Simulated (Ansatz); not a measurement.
Consider Sr.

Input file:

```
crystal:
  lattice:
    - [11.3172588647, 0.0, 0.0]
    - [-5.6586294324, 9.8010336781, 0.0]
    - [0.0, 0.0, 4.42111191]
  atoms:
    - { symbol: Sr, position: [0.0, 0.0, 0.0] }
basis:
  ecutwfc: 420
kpoints:
  mp_grid: { grid: [6, 6, 8] }
hamiltonian:
  xc: pbe
  dispersion: d3bj
scf:
  occupations: { method: gaussian, width: 0.03 }
output:
  forces: true
  stress: true
  eigenvalues: true
  write_density: true
  write_potential: true
  elf: true
  volumetric_format: npy
```

Run with:

```sh
ansatz run input.yaml --threads 1 --pin off --max-ram 1228MiB --backend cpu --events-out ev --progress --plain --runs-dir out
```

Below, planes, directions and counts refer to the conventional cell (a = 11.32 Å, b = 11.32 Å, c = 4.42 Å, α = 90.00°, β = 90.00°, γ = 120.00°).

Space group P6/mmm; a structure from a database of computed crystals, not necessarily the ambient phase; changed on purpose from its base cell (strain +0.030 along x and y, +0.000 along z, atoms carried along).

Level of theory: DFT PBE+D3(BJ), scalar-relativistic, plane waves, PAW in Ansatz 0.2.0.

Question: Predict the valence pseudo-density and electron localisation function between the atoms.

Answer: Sr–Sr (4.42 Å): ρ is about 0.06 e/Å³ halfway; the ELF peaks at about 0.90 between the atoms.

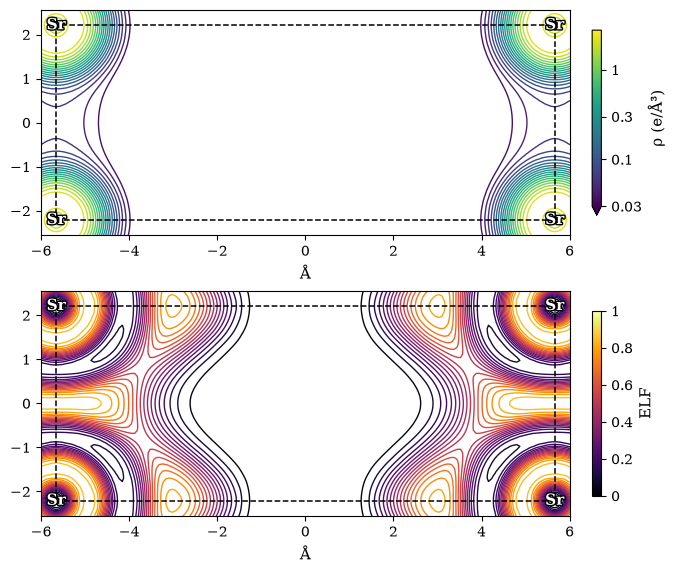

Computed valence pseudo-density and electron localisation function on the (010) plane of the conventional cell, in this order. 
